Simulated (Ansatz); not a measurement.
## Two runs on InP

System: InP (2 atoms in the cell).
Method of run A: Kohn-Sham DFT of a periodic cell, wPBEh, Ansatz PAW, no spin polarisation (Ansatz 0.2.0).

The structure derives from an entry of the Crystallography Open Database. Text and figures count atoms from 1; the logs count them from 0 in places.

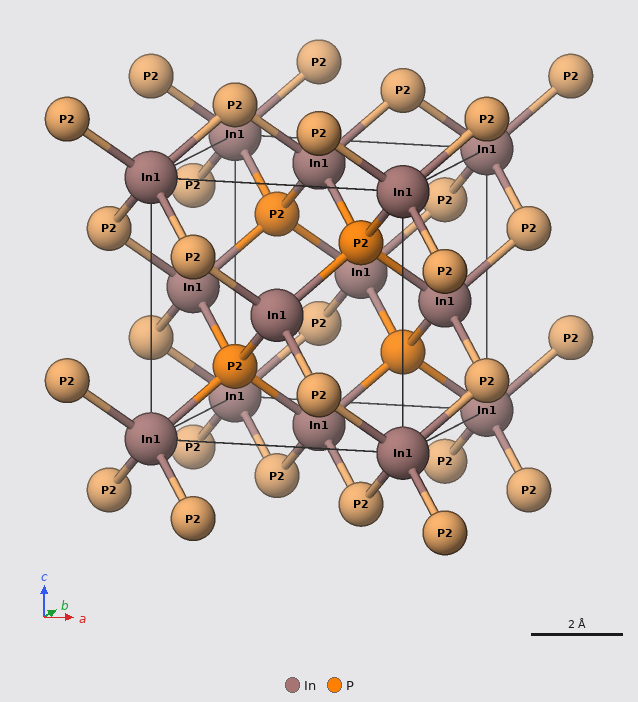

Fig. 1: The structure (ball-and-stick view of the cell 4 times as large as that of the calculation, set on its symmetry axes, seen slightly off an axis; neighbours outside the cell are drawn fainter; atoms are numbered from 1 in the order of the input).

### The input, run A
```yaml
crystal:
  lattice:
    - [0.0, 2.9305, 2.9305]
    - [2.9305, 0.0, 2.9305]
    - [2.9305, 2.9305, 0.0]
  atoms:
    - { symbol: In, position: [0.0, 0.0, 0.0] }
    - { symbol: P, position: [0.75, 0.75, 0.75] }
hamiltonian:
  xc: wpbeh
  pseudopotentials: { kind: paw }
kpoints:
  mp_grid: { grid: [4, 4, 4] }
scf:
  occupations: { method: fermi_dirac, width: 0.05 }
output:
  forces: true
  stress: true
  eigenvalues: true
  write_density: true
  write_potential: true
  elf: true
  volumetric_format: npy
```

Launched with:
```bash
ansatz run input.yaml --threads 2 --pin off --max-ram 5632MiB --backend cpu --events-out ev --progress --plain --runs-dir out
```

Hardware: 2 threads of Arm Neoverse V1, 24 GiB of memory available, shared host.

### Output, shortened to warnings, some set-up lines, iterations and results (run A)
```
Warning: output.stress: scf.convergence.dr2_threshold = 1e-7 eV (the SCF's general default) is looser than the 2e-10 eV advised for a printed stress (1e-10 eV for each atom of the cell: 2). What an SCF threshold leaves in a stress goes as its square root, and in the free energy as the threshold itself, and one threshold admits the most on a small cell: of the crystals measured, under no hybrid …
Warning: output.stress: scf.exx.energy_threshold = 1e-6 eV is looser than the 2e-8 eV advised for a stress under a hybrid functional (1e-8 eV for each atom of the cell: 2). Every SCF of the exchange loop can meet its threshold on dr2 while the loop round them stops early: no threshold on dr2 bounds what that leaves in the stress. Set scf.exx.energy_threshold to 2e-8 eV or tighter. The threshold …
Basis set: ecut = 420 eV, 941 PW (Γ), exchange–correlation on 60×60×60 points (8 copies of the dense FFT grid, shifted against one another)
Symmetry: 24 space group operations
k-points: 8 of 64 (time reversal used)
Initial density: superposition of atomic densities (neutral atoms: chi_scale 0, normalization atom), corrected by the library's trained network
[...]
SCF iter   1: F=—  HF=-6351.585543 eV  |F-HF|=—  |Δ(HF+E_count)|=         —  Δρ=8.84e-4  dr2=3.50e-4  ethr=1.77e-3  ⟨swp⟩=7.5  Hψ=485  notcnv=0
SCF iter   2: F=-6351.585881 eV  HF=-6351.585846 eV  |F-HF|=3.50e-5  |Δ(HF+E_count)|=   3.03e-4  Δρ=3.06e-4  dr2=3.87e-5  ethr=1.95e-6  ⟨swp⟩=4.8  Hψ=342  notcnv=0
SCF 1 stopped early in 2 iterations: F = -6351.585881 eV  dr2 = 3.87e-5
SCF iter   1: F=—  HF=-6356.117682 eV  |F-HF|=—  |Δ(HF+E_count)|=         —  Δρ=5.21e-3  dr2=8.21e-3  ethr=2.15e-6  ⟨swp⟩=6.8  Hψ=558  notcnv=0
SCF iter   2: F=—  HF=-6356.115511 eV  |F-HF|=—  |Δ(HF+E_count)|=   2.17e-3  Δρ=1.56e-3  dr2=1.33e-3  ethr=2.15e-6  ⟨swp⟩=4.0  Hψ=309  notcnv=0
SCF iter   3: F=—  HF=-6356.120334 eV  |F-HF|=—  |Δ(HF+E_count)|=   4.82e-3  Δρ=1.15e-3  dr2=3.81e-4  ethr=2.15e-6  ⟨swp⟩=4.0  Hψ=304  notcnv=0
SCF iter   4: F=—  HF=-6356.120244 eV  |F-HF|=—  |Δ(HF+E_count)|=   9.04e-5  Δρ=1.89e-4  dr2=1.81e-5  ethr=7.50e-8  ⟨swp⟩=3.5  Hψ=433  notcnv=0
SCF iter   5: F=-6356.120297 eV  HF=-6356.120297 eV  |F-HF|=6.46e-7  |Δ(HF+E_count)|=   5.36e-5  Δρ=1.03e-4  dr2=3.13e-6  ethr=6.81e-8  ⟨swp⟩=4.0  Hψ=233  notcnv=0
SCF 2 stopped early in 5 iterations: F = -6356.120297 eV  dr2 = 3.13e-6
SCF iter   1: F=—  HF=-6356.120190 eV  |F-HF|=—  |Δ(HF+E_count)|=         —  Δρ=3.60e-5  dr2=4.17e-7  ethr=3.60e-7  ⟨swp⟩=5.0  Hψ=275  notcnv=0
SCF iter   2: F=—  HF=-6356.120190 eV  |F-HF|=—  |Δ(HF+E_count)|=   1.49e-7  Δρ=1.19e-5  dr2=6.67e-8  ethr=2.09e-9  ⟨swp⟩=4.0  Hψ=297  notcnv=0
SCF iter   3: F=—  HF=-6356.120190 eV  |F-HF|=—  |Δ(HF+E_count)|=   1.80e-7  Δρ=8.17e-6  dr2=2.78e-8  ethr=1.91e-10  ⟨swp⟩=4.1  Hψ=315  notcnv=0
SCF iter   4: F=-6356.120190 eV  HF=-6356.120190 eV  |F-HF|=3.90e-10  |Δ(HF+E_count)|=   1.05e-8  Δρ=1.19e-6  dr2=7.16e-10  ethr=1.39e-10  ⟨swp⟩=2.8  Hψ=195  notcnv=0
SCF 3 converged in 4 iterations: F = -6356.120190 eV  dr2 = 7.16e-10
  Residual-converged pass: ⟨swp⟩=3.2  Hψ=250  notcnv=0  max |occ|·‖R‖ = 2.2e-6 eV (tolerance 2.4e-6 eV)  dr2=7.48e-10  dr2_onsite=3.16e-10  max |Δocc| = 1.3e-15
hybrid outer 2: dexx = +1.901e-7 eV, tail = 3.42e-9 eV, Δε = 9.99e-4 eV (about 2.53e-5 eV left of the loop's levels)
hybrid SCF converged: 2 outer / 9 inner (+2 warm-up), last move |dexx| = 1.90e-7 eV, tail = 3.42e-9 eV
Stability not checked: this state was not tested for a lower state beside it, because the functional holds exact exchange (a hybrid, or Hartree-Fock), whose exchange loop this test does not read (fock_operator; see scf.lower_state_search)
Free energy (F): -6356.120190 eV
Frozen-core exchange: fock
Harris-Foulkes:  -6356.120190 eV  (|F-HF|=3.90e-10)
Internal energy: -6356.120190 eV  (E = F + TS)
E sigma→0 (E₀):  -6356.120190 eV
Entropy (-TS):   -0.000000 eV (-0.000 meV/atom)
Fermi energy:    7.368203 eV
--- Per-component energies (eV) ---
  E_band       = -79.878605
  E_kinetic    = 314.360908
  E_local      = -1398.789241  (includes V_loc(G=0)·N_el)
  E_nonlocal   = 400.548996
  E_hartree    = 553.263724
  E_xc         = -220.904513
  E_vxc        = -128.395386  (∫ρ·V_xc dr)
  E_exx        = -40.507278  (= α·E_x^exact, valence–valence)
  E_paw        = -4743.823881  (= ΣΔE_a)
  E_vpaw       = -293.117018  (= ΣTr[D̂ρ^β])
  E_aug_tail   = 0.000030  (compensation charges beyond the density's cutoff)
  E_ewald      = -1220.708286
  E_core_change = 0.439345  (= ΣΔE_core)
  E_smearing   = -0.000000  (= −TS)
  E_closure    = 0.000006  (closes the sum)
  Σ components = -6356.120190   (vs F -6356.120190, Δ=0.00e0)
--- Forces (eV/Å), atoms counted from 1 ---
  atom   1  In    -0.00000000     0.00000000     0.00000000
  atom   2  P      0.00000000    -0.00000000     0.00000000
  max |Σ_I F_I| component: 1.11e-16 eV/Å
--- Stress (GPa, compression-positive) ---
        1.840246       0.000000      -0.000000
        0.000000       1.840246       0.000000
       -0.000000       0.000000       1.840246
  P = ⅓ Tr σ = 1.8402 GPa (18.402 kbar)
```

The input of run B differs as follows (lines with − go, lines with + come):
```diff
-    - [0.0, 2.9305, 2.9305]
-    - [2.9305, 0.0, 2.9305]
-    - [2.9305, 2.9305, 0.0]
+    - [0.0, 2.9879753761, 2.9879753761]
+    - [2.9879753761, 0.0, 2.9879753761]
+    - [2.9879753761, 2.9879753761, 0.0]
```

How does run B compare with run A?

With the same functional and potentials, run B lies 2.5 meV per atom higher. The gap on the mesh goes from 1.47 to 1.10 eV. The pressure goes from 1.84 to −2.17 GPa. The volume per atom goes from 25.17 to 26.68 Å³. The cell is scaled evenly with the atoms at fixed fractional positions, so −ΔP/Δ ln V estimates the bulk modulus midway between the two volumes: about 69 GPa. The SCF takes 16 iterations against 11. The plane waves at Γ go from 941 to 1037.

### Output, shortened to warnings, some set-up lines, iterations and results (run B)
```
Warning: output.stress: scf.convergence.dr2_threshold = 1e-7 eV (the SCF's general default) is looser than the 2e-10 eV advised for a printed stress (1e-10 eV for each atom of the cell: 2). What an SCF threshold leaves in a stress goes as its square root, and in the free energy as the threshold itself, and one threshold admits the most on a small cell: of the crystals measured, under no hybrid …
Warning: output.stress: scf.exx.energy_threshold = 1e-6 eV is looser than the 2e-8 eV advised for a stress under a hybrid functional (1e-8 eV for each atom of the cell: 2). Every SCF of the exchange loop can meet its threshold on dr2 while the loop round them stops early: no threshold on dr2 bounds what that leaves in the stress. Set scf.exx.energy_threshold to 2e-8 eV or tighter. The threshold …
Basis set: ecut = 420 eV, 1037 PW (Γ), exchange–correlation on 60×60×60 points (8 copies of the dense FFT grid, shifted against one another)
Symmetry: 24 space group operations
k-points: 8 of 64 (time reversal used)
Initial density: superposition of atomic densities (neutral atoms: chi_scale 0, normalization atom), corrected by the library's trained network
[...]
SCF iter   1: F=—  HF=-6351.617315 eV  |F-HF|=—  |Δ(HF+E_count)|=         —  Δρ=1.04e-3  dr2=6.30e-4  ethr=1.77e-3  ⟨swp⟩=7.6  Hψ=477  notcnv=0
SCF iter   2: F=—  HF=-6351.617636 eV  |F-HF|=—  |Δ(HF+E_count)|=   3.21e-4  Δρ=3.34e-4  dr2=5.10e-5  ethr=2.84e-7  ⟨swp⟩=2.9  Hψ=515  notcnv=0
SCF iter   3: F=—  HF=-6351.617690 eV  |F-HF|=—  |Δ(HF+E_count)|=   5.38e-5  Δρ=1.28e-4  dr2=8.46e-6  ethr=2.83e-7  ⟨swp⟩=3.0  Hψ=189  notcnv=0
SCF iter   4: F=—  HF=-6351.617702 eV  |F-HF|=—  |Δ(HF+E_count)|=   1.21e-5  Δρ=3.58e-5  dr2=7.53e-7  ethr=4.70e-8  ⟨swp⟩=3.5  Hψ=214  notcnv=0
SCF iter   5: F=—  HF=-6351.617702 eV  |F-HF|=—  |Δ(HF+E_count)|=   1.22e-7  Δρ=8.83e-6  dr2=2.36e-8  ethr=4.18e-9  ⟨swp⟩=3.1  Hψ=234  notcnv=0
[... 9 lines ...]
SCF iter   1: F=—  HF=-6356.115147 eV  |F-HF|=—  |Δ(HF+E_count)|=         —  Δρ=3.98e-5  dr2=7.35e-7  ethr=3.40e-7  ⟨swp⟩=4.9  Hψ=272  notcnv=0
SCF iter   2: F=—  HF=-6356.115148 eV  |F-HF|=—  |Δ(HF+E_count)|=   1.04e-7  Δρ=1.52e-5  dr2=8.49e-8  ethr=2.86e-9  ⟨swp⟩=4.0  Hψ=292  notcnv=0
SCF iter   3: F=—  HF=-6356.115148 eV  |F-HF|=—  |Δ(HF+E_count)|=   1.88e-7  Δρ=8.29e-6  dr2=3.19e-8  ethr=2.93e-10  ⟨swp⟩=3.8  Hψ=270  notcnv=0
SCF iter   4: F=-6356.115148 eV  HF=-6356.115148 eV  |F-HF|=7.36e-10  |Δ(HF+E_count)|=   1.19e-8  Δρ=1.77e-6  dr2=1.15e-9  ethr=1.59e-10  ⟨swp⟩=3.0  Hψ=201  notcnv=0
SCF 3 converged in 4 iterations: F = -6356.115148 eV  dr2 = 1.15e-9
  Residual-converged pass: ⟨swp⟩=3.6  Hψ=252  notcnv=0  max |occ|·‖R‖ = 2.4e-6 eV (tolerance 2.4e-6 eV)  dr2=1.27e-9  dr2_onsite=4.84e-10  max |Δocc| = 3.9e-13
hybrid outer 2: dexx = +2.018e-7 eV, tail = 4.83e-9 eV, Δε = 1.34e-3 eV (about 3.97e-5 eV left of the loop's levels)
hybrid SCF converged: 2 outer / 9 inner (+7 warm-up), last move |dexx| = 2.02e-7 eV, tail = 4.83e-9 eV
Stability not checked: this state was not tested for a lower state beside it, because the functional holds exact exchange (a hybrid, or Hartree-Fock), whose exchange loop this test does not read (fock_operator; see scf.lower_state_search)
Free energy (F): -6356.115148 eV
Frozen-core exchange: fock
Harris-Foulkes:  -6356.115148 eV  (|F-HF|=7.36e-10)
Internal energy: -6356.115147 eV  (E = F + TS)
E sigma→0 (E₀):  -6356.115147 eV
Entropy (-TS):   -0.000001 eV (-0.001 meV/atom)
Fermi energy:    6.474062 eV
--- Per-component energies (eV) ---
  E_band       = -90.500886
  E_kinetic    = 312.438949
  E_local      = -1433.520821  (includes V_loc(G=0)·N_el)
  E_nonlocal   = 400.291556
  E_hartree    = 565.747294
  E_xc         = -220.221612
  E_vxc        = -127.512655  (∫ρ·V_xc dr)
  E_exx        = -40.317144  (= α·E_x^exact, valence–valence)
  E_paw        = -4743.745467  (= ΣΔE_a)
  E_vpaw       = -293.058472  (= ΣTr[D̂ρ^β])
  E_aug_tail   = 0.000029  (compensation charges beyond the density's cutoff)
  E_ewald      = -1197.227280
  E_core_change = 0.439345  (= ΣΔE_core)
  E_smearing   = -0.000001  (= −TS)
  E_closure    = 0.000006  (closes the sum)
  Σ components = -6356.115148   (vs F -6356.115148, Δ=0.00e0)
--- Forces (eV/Å), atoms counted from 1 ---
  atom   1  In    -0.00000000     0.00000000     0.00000000
  atom   2  P      0.00000000    -0.00000000    -0.00000000
  max |Σ_I F_I| component: 5.55e-17 eV/Å
--- Stress (GPa, compression-positive) ---
       -2.168786       0.000000      -0.000000
        0.000000      -2.168786       0.000000
       -0.000000       0.000000      -2.168786
  P = ⅓ Tr σ = -2.1688 GPa (-21.688 kbar)
```

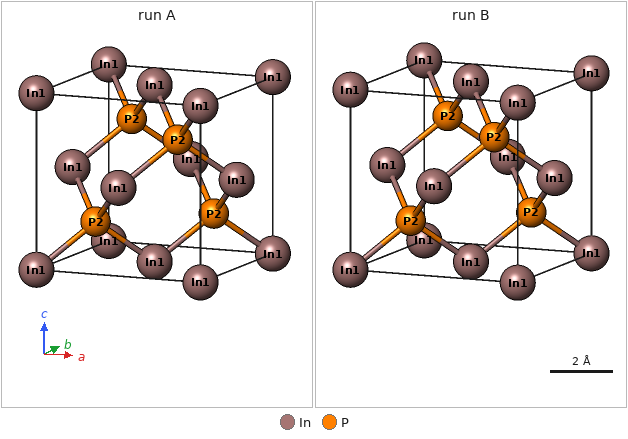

Fig. 2: The two input geometries at one scale (ball-and-stick view of the cell 4 times as large as that of the calculation, set on its symmetry axes, seen slightly off an axis). The atoms keep their places relative to the cell (all moves are under 0.005 Å). The drawn cell changes as follows: a = b = c 5.861 → 5.976 Å (+2.0 %); the volume changes by +6.0 %. Among the contacts that change: In1–P2 2.538 → 2.588 Å.

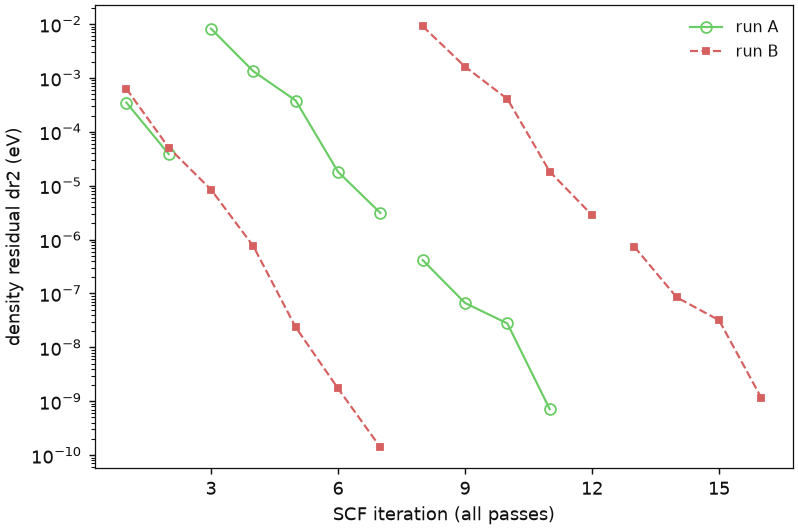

Fig. 3: Convergence of the two runs: density residual dr2 against the SCF iteration. A break in a curve parts two SCF passes. Run A takes 11 iterations in all, and run B takes 16.

### The two runs side by side

```csv
quantity,run A,run B
outcome,converged,converged
free energy per atom (eV),−3178.0601,−3178.0576
gap on the mesh (eV),1.47,1.10
pressure (GPa),1.84,−2.17
volume per atom (Å³),25.17,26.68
largest force (eV/Å),0.000,0.000
SCF iterations,11,16
irreducible k-points,8,8
plane waves at Γ,941,1037
wall time (shared host),9.4 s,9.9 s
```

For both runs: Warnings: the exchange loop's threshold is looser than advised for the stress; the SCF threshold is looser than advised for the printed stress.
